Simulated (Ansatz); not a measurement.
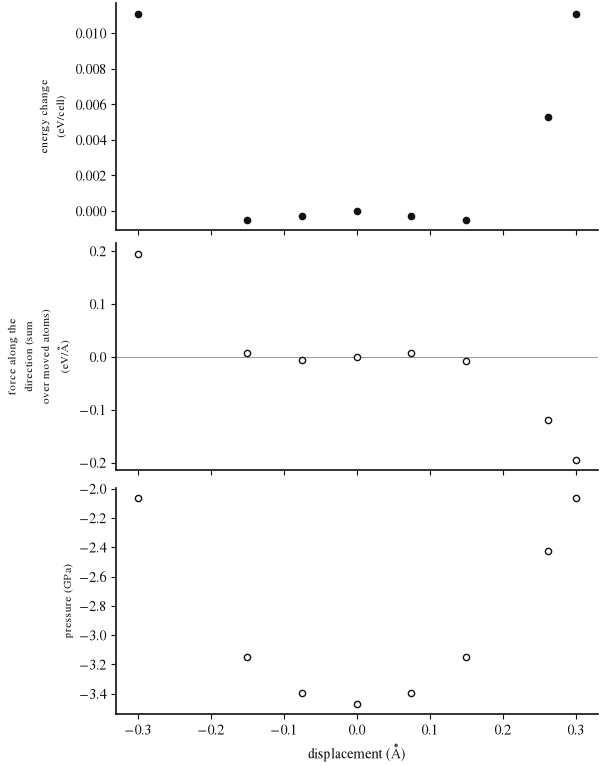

The plot gives the computed energy change, force along the direction (sum over moved atoms) and pressure against displacement for CuI, space group Fm-3m (No. 225).

Structure:
```
CELL_PARAMETERS angstrom
0.00000 2.86209 2.86209
2.86209 0.00000 2.86209
2.86209 2.86209 0.00000
ATOMIC_POSITIONS crystal
Cu 0.00000 0.00000 0.00000
I 0.50000 0.50000 0.50000
```

How it was computed, with Ansatz 0.2.0: all atoms of one element of a crystal moved along a line, all else fixed, by plane-wave density functional theory with PAW datasets, free energies less that of the undisturbed cell, pressure positive in compression; scalar-relativistic. Level: PBEsol, no spin polarisation.

- wave cutoff: 420 eV
- k mesh: 14×14×14
- occupations: Gaussian
- smearing width: 0.15 eV
- k shift: (0, 0, 0) (mesh steps)
- start: as given
- moved element: Cu
- direction: (0, 0, −1) (Cartesian unit vector)

The points at displacement −0.225, −0.075, 0.15 and 0.3 follow from computed ones by symmetry.

The points at displacement −0.2250 Å and 0.2250 Å are left out of the plot. What values does the calculation give there?

```
displacement (Å)  energy change (eV/cell)  force along the direction (sum over moved atoms) (eV/Å)  pressure (GPa)
         -0.2250                   0.0019                                                   0.0654          -2.719
          0.2250                   0.0019                                                  -0.0654          -2.719
```

Keep in mind: reference crystal is not relaxed.
